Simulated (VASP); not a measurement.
## Band-structure run of Bi₂Se₃ (part 2 of 2)

The same run, continued: Bi₂Se₃ (R-3m, 5 atoms in the cell); Kohn-Sham DFT of a periodic cell, PBE, VASP PAW PBE potentials, recommended, no spin polarisation (VASP 6.6.1); cutoff 520 eV, 9×9×8 k-mesh, Gaussian smearing of 0.03 eV. The structure derives from an entry of the Crystallography Open Database.

Geometry of the input (Å; fractional positions):
```
2.0657  1.1926  9.5276
-2.0657  1.1926  9.5276
0.0000  -2.3853  9.5276
Bi 0.4003  0.4003  0.4003
Bi 0.5997  0.5997  0.5997
Se 0.0000  0.0000  0.0000
Se 0.2115  0.2115  0.2115
Se 0.7885  0.7885  0.7885
```

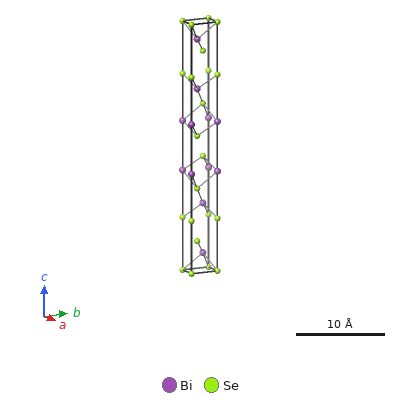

Fig. 1: The structure as given in the input (ball-and-stick view of the cell 3 times as large as that of the calculation, set on its symmetry axes, seen slightly off an axis). An atom can appear more than once, as a periodic image.

### Parts of OUTCAR, continued
```
  ion indices of the primitive-cell ions
   primitive index   ion index
                 1           1
                 2           2
                 3           3
                 4           4
                 5           5

----------------------------------------------------------------------------------------

 KPOINTS: Automatic mesh

Automatic generation of k-mesh.
 Grid dimensions read from file:
 generate k-points for:    9    9    8

 Generating k-lattice:

  Cartesian coordinates                     Fractional coordinates (reciprocal lattice)
     0.026894258  0.015527407  0.003887347     0.111111111  0.000000000 -0.000000000
    -0.026894258  0.015527407  0.003887347     0.000000000  0.111111111 -0.000000000
     0.000000000 -0.034936666  0.004373266    -0.000000000 -0.000000000  0.125000000

  Length of vectors
     0.031297172  0.031297172  0.035209318

  Shift w.r.t. Gamma in fractional coordinates (k-lattice)
     0.000000000  0.000000000  0.000000000

 -----------------------------------------------------------------------------
|                                                                             |
|           W    W    AA    RRRRR   N    N  II  N    N   GGGG   !!!           |
|           W    W   A  A   R    R  NN   N  II  NN   N  G    G  !!!           |
|           W    W  A    A  R    R  N N  N  II  N N  N  G       !!!           |
|           W WW W  AAAAAA  RRRRR   N  N N  II  N  N N  G  GGG   !            |
|           WW  WW  A    A  R   R   N   NN  II  N   NN  G    G                |
|           W    W  A    A  R    R  N    N  II  N    N   GGGG   !!!           |
|                                                                             |
|     Your reciprocal lattice and k-lattice belong to different lattice       |
|     classes:                                                                |
|                                                                             |
|        The reciprocal lattice is rhombohedral (trigonal),                   |
|        whereas your k-lattice is base-centered monoclinic.                  |
|                                                                             |
|     Results are often still useful ...                                      |
|                                                                             |
 -----------------------------------------------------------------------------

 WARNING: IBZKPT: internal override: KBLOWUP is changed to .FALSE.
      ... skipping the blow-up phase ...

 Subroutine IBZKPT returns following result:
 ===========================================

 Found    185 irreducible k-points:

 Following reciprocal coordinates:
            Coordinates               Weight
  0.000000  0.000000  0.000000      1.000000
  0.111111  0.000000  0.000000      4.000000
  0.222222 -0.000000 -0.000000      4.000000
  0.333333 -0.000000  0.000000      4.000000
  0.444444 -0.000000 -0.000000      4.000000
  0.111111  0.111111  0.000000      2.000000
  0.222222  0.111111  0.000000      4.000000
  0.333333  0.111111  0.000000      4.000000
  0.444444  0.111111 -0.000000      4.000000
 -0.444444  0.111111  0.000000      4.000000
 -0.333333  0.111111  0.000000      4.000000
 -0.222222  0.111111  0.000000      4.000000
 -0.111111  0.111111  0.000000      2.000000
  0.222222  0.222222 -0.000000      2.000000
  0.333333  0.222222 -0.000000      4.000000
  0.444444  0.222222 -0.000000      4.000000
 -0.444444  0.222222  0.000000      4.000000
 -0.333333  0.222222 -0.000000      4.000000
 -0.222222  0.222222  0.000000      2.000000
  0.333333  0.333333  0.000000      2.000000
  0.444444  0.333333  0.000000      4.000000
 -0.444444  0.333333  0.000000      4.000000
 -0.333333  0.333333  0.000000      2.000000
  0.444444  0.444444 -0.000000      2.000000
 [... further k-points ...]
   k-points           NKPTS =    185   k-points in BZ     NKDIM =    185   number of bands    NBANDS=     28
   number of dos      NEDOS =    301   number of ions     NIONS =      5
   total plane-waves  NPLWV = 512000
   dimension x,y,z NGX =    80 NGY =   80 NGZ =   80
   dimension x,y,z NGXF=   160 NGYF=  160 NGZF=  160
   ions per type =               2   3
   NGX,Y,Z   is equivalent  to a cutoff of  13.54, 13.54, 13.54 a.u.
   NGXF,Y,Z  is equivalent  to a cutoff of  27.08, 27.08, 27.08 a.u.
 SYSTEM =  Bi2Se3
   PREC   = accura    normal or accurate (medium, high low for compatibility)
   ISTART =      0    job   : 0-new  1-cont  2-samecut
   ICHARG =      2    charge: 1-file 2-atom 10-const
   ISPIN  =      1    spin polarized calculation?
   LNONCOLLINEAR =      F non collinear calculations
   LSORBIT =      F    spin-orbit coupling
   LASPH  =      T    aspherical Exc in radial PAW
   ENCUT  =  520.0 eV  38.22 Ry    6.18 a.u.  18.26 18.26 18.26*2*pi/ulx,y,z
   NELM   =     80;   NELMIN=  2; NELMDL= -5     # of ELM steps
   EDIFF  = 0.1E-05   stopping-criterion for ELM
   LREAL  =      F    real-space projection
   EDIFFG = 0.1E-04   stopping-criterion for IOM
   NSW    =      0    number of steps for IOM
   IBRION =     -1    ionic relax: 0-MD 1-quasi-New 2-CG
   NFREE  =      0    steps in history (QN), initial steepest desc. (CG)
   ISIF   =      2    stress and relaxation
   ISYM   =      2    0-nonsym 1-usesym 2-fastsym
   POTIM  = 0.5000    time-step for ionic-motion
   TEBEG  =    0.0;   TEEND  =   0.0 temperature during run
   PSTRESS=    0.0 pullay stress
   NELECT =      48.0000    total number of electrons
   NUPDOWN=      -1.0000    fix difference up-down
   EMIN   =  10.00;   EMAX   =-10.00  energy-range for DOS
   EFERMI =   0.00;   METHOD = LEGACY
   ISMEAR =     0;   SIGMA  =   0.03  broadening in eV -4-tet -1-fermi 0-gaus
   EFERMI_NEDOS =   21; number of points for ismear=-14 and -15
   IALGO  =     68    algorithm
   IMIX   =      4    mixing-type and parameters
     AMIX     =   0.40;   BMIX     =  1.00
     AMIX_MAG =   1.60;   BMIX_MAG =  1.00
  volume/ion in A,a.u.               =      28.17       190.08
  Fermi-wavevector in a.u.,A,eV,Ry     =   1.143542  2.160981 17.792180  1.307688
  Thomas-Fermi vector in A             =   2.280237
   LORBIT       =      0    0 simple, 1 ext, 2 COOP (PROOUT), +10 PAW based schemes
   GGA     = PE    functional components
   LHFCALC =     F    Hartree Fock is set to
   AEXX    =    0.0000 exact exchange contribution
   IVDW    =     0    specifies the selected vdW correction
   LEPSILON=     F    determine dielectric tensor
   LRPA    =     F    only Hartree local field effects (RPA)
 non-spin polarized calculation
 RMM-DIIS sequential band-by-band and
 Gauss-broadening in eV      SIGMA  =   0.03
  energy-cutoff  :      520.00
  volume of cell :      140.83
 maximum number of plane-waves:      3839
 NGX is ok and might be reduce to    80
   NGX = 37   NGY = 37   NGZ = 37

 number of electron      48.0000004 magnetization

 Free energy of the ion-electron system (eV)
  ---------------------------------------------------
  ext. energy  EPLUGINS =         0.00000000
  ---------------------------------------------------
  free energy    TOTEN  =       -20.14056443 eV

  energy without entropy =      -20.14056443  energy(sigma->0) =      -20.14056443

 E-fermi :   5.1760     XC(G=0):  -9.5341     alpha+bet :-10.1217

 val. band max:        5.0811425076   @ k =   0.0000   0.0000   0.0000
 cond. band min:       5.2709404803   @ k =   0.0000   0.0000   0.0000
 fundamental gap:      0.1897979727
 Fermi energy:         5.1760405208

 k-point     1 :       0.0000    0.0000    0.0000
  band No.  band energies     occupation
      1     -18.0794      2.00000
      2     -18.0794      2.00000
      3     -18.0774      2.00000
      4     -18.0774      2.00000
      5     -18.0713      2.00000
      6     -18.0685      2.00000
      7     -18.0592      2.00000
      8     -18.0592      2.00000
      9     -18.0561      2.00000
     10     -18.0561      2.00000
     11      -9.4401      2.00000
     12      -8.6506      2.00000
     13      -7.8547      2.00000
     14      -4.5104      2.00000
     15      -3.7137      2.00000
     16       2.8493      2.00000
     17       2.9085      2.00000
     18       3.1470      2.00000
     19       3.1470      2.00000
     20       3.2192      2.00000
     21       3.2192      2.00000
     22       3.8317      2.00000
     23       3.8317      2.00000
     24       5.0811      1.99999
     25       5.2709      0.00001
     26       6.4319      0.00000
     27       6.4319      0.00000
     28       7.2083      0.00000

 k-point     2 :       0.1111    0.0000    0.0000
  band No.  band energies     occupation
      1     -18.0811      2.00000
      2     -18.0788      2.00000
      3     -18.0763      2.00000
      4     -18.0744      2.00000
      5     -18.0694      2.00000
      6     -18.0667      2.00000
      7     -18.0609      2.00000
      8     -18.0596      2.00000
      9     -18.0578      2.00000
     10     -18.0561      2.00000
     11      -9.3267      2.00000
     12      -8.5547      2.00000
     13      -7.7862      2.00000
     14      -4.5784      2.00000
     15      -3.8428      2.00000
     16       2.1004      2.00000
     17       2.2098      2.00000
     18       2.7270      2.00000
     19       2.8670      2.00000
     20       3.3651      2.00000
     21       3.6446      2.00000
     22       3.6615      2.00000
     23       3.9948      2.00000
     24       4.4231      2.00000
     25       6.0927      0.00000
     26       6.8043      0.00000
     27       6.8253      0.00000
     28       7.2789      0.00000

 k-point     3 :       0.2222   -0.0000   -0.0000
  band No.  band energies     occupation
      1     -18.0866      2.00000
      2     -18.0833      2.00000
      3     -18.0695      2.00000
      4     -18.0677      2.00000
      5     -18.0675      2.00000
      6     -18.0632      2.00000
      7     -18.0625      2.00000
      8     -18.0595      2.00000
      9     -18.0589      2.00000
     10     -18.0556      2.00000
     11      -8.9948      2.00000
     12      -8.2866      2.00000
     13      -7.6040      2.00000
     14      -4.8314      2.00000
     15      -4.2095      2.00000
     16       1.1506      2.00000
     17       1.5202      2.00000
     18       1.9587      2.00000
     19       2.2667      2.00000
     20       2.8457      2.00000
     21       3.3953      2.00000
     22       3.7638      2.00000
     23       3.9228      2.00000
     24       4.5128      2.00000
     25       6.3509      0.00000
     26       6.9104      0.00000
     27       7.2275      0.00000
     28       7.6729      0.00000

 k-point     4 :       0.3333   -0.0000    0.0000
  band No.  band energies     occupation
      1     -18.0939      2.00000
      2     -18.0892      2.00000
      3     -18.0715      2.00000
      4     -18.0665      2.00000
      5     -18.0664      2.00000
      6     -18.0629      2.00000
      7     -18.0565      2.00000
      8     -18.0540      2.00000
      9     -18.0530      2.00000
     10     -18.0523      2.00000
     11      -8.4765      2.00000
     12      -7.9245      2.00000
     13      -7.3930      2.00000
     14      -5.2985      2.00000
     15      -4.7170      2.00000
     16       0.1722      2.00000
     17       1.2970      2.00000
     18       1.6224      2.00000
     19       1.9097      2.00000
     20       2.3604      2.00000
     21       2.6169      2.00000
     22       3.5691      2.00000
     23       3.8051      2.00000
     24       4.4912      2.00000
     25       6.0894      0.00000
     26       7.0924      0.00000
     27       7.4009      0.00000
     28       8.1361      0.00000

 k-point     5 :       0.4444   -0.0000   -0.0000
  band No.  band energies     occupation
      1     -18.0990      2.00000
      2     -18.0934      2.00000
      3     -18.0739      2.00000
      4     -18.0686      2.00000
      5     -18.0669      2.00000
      6     -18.0619      2.00000
      7     -18.0523      2.00000
      8     -18.0488      2.00000
      9     -18.0486      2.00000
     10     -18.0476      2.00000
     11      -7.8655      2.00000
     12      -7.6450      2.00000
     13      -7.3890      2.00000
     14      -5.6637      2.00000
     15      -5.2038      2.00000
     16      -0.3833      2.00000
     17       1.4021      2.00000
     18       1.6130      2.00000
     19       1.7191      2.00000
     20       2.0936      2.00000
     21       2.0999      2.00000
     22       2.9633      2.00000
     23       3.8028      2.00000
     24       4.5018      2.00000
     25       5.9193      0.00000
     26       6.9531      0.00000
     27       7.9568      0.00000
     28       8.1744      0.00000

 [... the levels of 18 k-points are left out ...]

 k-point    24 :       0.4444    0.4444   -0.0000
  band No.  band energies     occupation
      1     -18.0989      2.00000
      2     -18.0935      2.00000
      3     -18.0739      2.00000
      4     -18.0687      2.00000
      5     -18.0670      2.00000
      6     -18.0618      2.00000
      7     -18.0521      2.00000
      8     -18.0489      2.00000
      9     -18.0486      2.00000
     10     -18.0477      2.00000
     11      -7.8783      2.00000
     12      -7.5725      2.00000
     13      -7.4527      2.00000
     14      -5.7025      2.00000
     15      -5.1532      2.00000
     16      -0.1677      2.00000
     17       0.8534      2.00000
     18       1.2179      2.00000
     19       1.5395      2.00000
     20       2.5398      2.00000
     21       3.0978      2.00000
     22       3.2009      2.00000
     23       3.3762      2.00000
     24       3.9118      2.00000
     25       6.4935      0.00000
     26       7.1252      0.00000
     27       7.6055      0.00000
     28       8.0750      0.00000

 [... further k-points ...]

------------------------ aborting loop because EDIFF is reached ----------------------------------------

  FORCE on cell =-STRESS in cart. coord.  units (eV):
  Direction    XX          YY          ZZ          XY          YZ          ZX
  --------------------------------------------------------------------------------------
  -------------------------------------------------------------------------------------
  Total        2.5151776      2.5151776      2.5225088      0.0000000     -0.0000000      0.0000000
  in kB       28.6134276     28.6134276     28.6968293      0.0000000     -0.0000000      0.0000000
  external PRESSURE =      28.6412282 kB  Pullay stress =       0.0000000 kB

 VOLUME and BASIS-vectors are now :
 -----------------------------------------------------------------------------
  energy-cutoff  :      520.00
  volume of cell :      140.83
      direct lattice vectors                 reciprocal lattice vectors
     2.065703224  1.192634312  9.527585870     0.242048322  0.139746664  0.034986127
    -2.065703224  1.192634312  9.527585870    -0.242048322  0.139746664  0.034986127
     0.000000000 -2.385268625  9.527585870     0.000000000 -0.279493328  0.034986127

 POSITION                                       TOTAL-FORCE (eV/Angst)
 -----------------------------------------------------------------------------------
      0.00000     -0.00000     11.44141        -0.000000     -0.000000      0.008722
      0.00000     -0.00000     17.14135        -0.000000      0.000000     -0.008722
      0.00000      0.00000      0.00000         0.000000      0.000000     -0.000000
      0.00000     -0.00000      6.04386        -0.000000      0.000000     -0.087211
      0.00000     -0.00000     22.53890        -0.000000     -0.000000      0.087211
 -----------------------------------------------------------------------------------
    total drift:                                0.000000     -0.000000      0.000000

  FREE ENERGIE OF THE ION-ELECTRON SYSTEM (eV)
  ---------------------------------------------------
  free  energy   TOTEN  =       -20.1405644343 eV

  energy  without entropy=      -20.1405644320  energy(sigma->0) =      -20.14056443
```

### CONTCAR
```
Bi2Se3
   1.00000000000000
     2.0657032238999999    1.1926343123000001    9.5275858699999993
    -2.0657032238999999    1.1926343123000001    9.5275858699999993
     0.0000000000000000   -2.3852686248000001    9.5275858699999993
  Bi              Se
     2     3
Direct
     0.4002905472867084    0.4002905472867084    0.4002905472867084
     0.5997094527132916    0.5997094527132916    0.5997094527132916
     0.0000000000000000    0.0000000000000000    0.0000000000000000
     0.2114513455103761    0.2114513455103761    0.2114513455103761
     0.7885486544896239    0.7885486544896239    0.7885486544896239

  0.00000000E+00  0.00000000E+00  0.00000000E+00
  0.00000000E+00  0.00000000E+00  0.00000000E+00
  0.00000000E+00  0.00000000E+00  0.00000000E+00
  0.00000000E+00  0.00000000E+00  0.00000000E+00
  0.00000000E+00  0.00000000E+00  0.00000000E+00
```

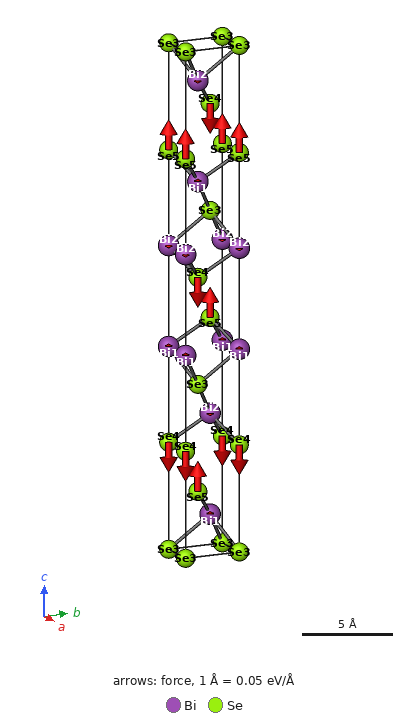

Fig. 2: Forces on the atoms as red arrows (ball-and-stick view of the cell 3 times as large as that of the calculation, set on its symmetry axes, seen slightly off an axis; atoms are numbered from 1 in the order of the input). The largest act on Se4, Se5 (0.09 eV/Å). The geometry is not a stationary point of this energy.
